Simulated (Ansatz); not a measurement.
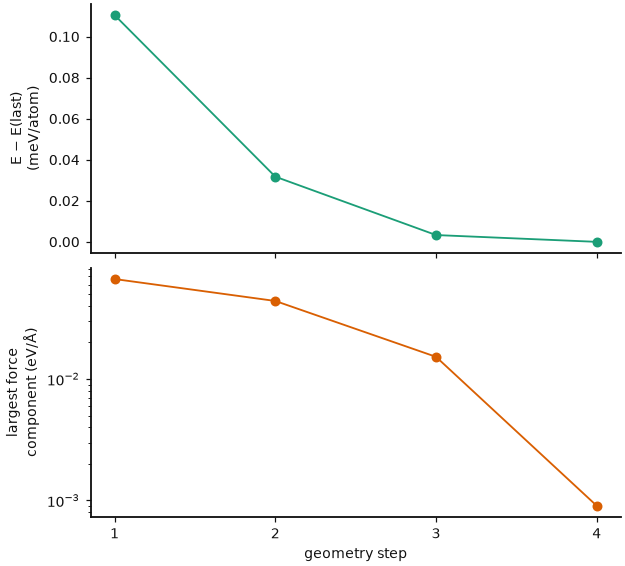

History of a geometry optimisation. The run: GaP (R-3m, 4 atoms in the cell; volume × 1.06, shape and atoms relaxed), by DFT PBE, scalar-relativistic, plane waves, PAW in Ansatz; cutoff 420 eV, 9×9×9 k-mesh, Gaussian smearing of 0.02 eV. The volume is held, while cell shape and atoms may move. A closing SCF on a freshly chosen basis isn't drawn.

The optimisation met its thresholds at geometry 4, counting the start as the first. The energy fell by about 0.11 meV/atom from the first step to the last. The largest force component goes from about 0.067 eV/Å at the start to 9 × 10⁻⁴ eV/Å at the end.
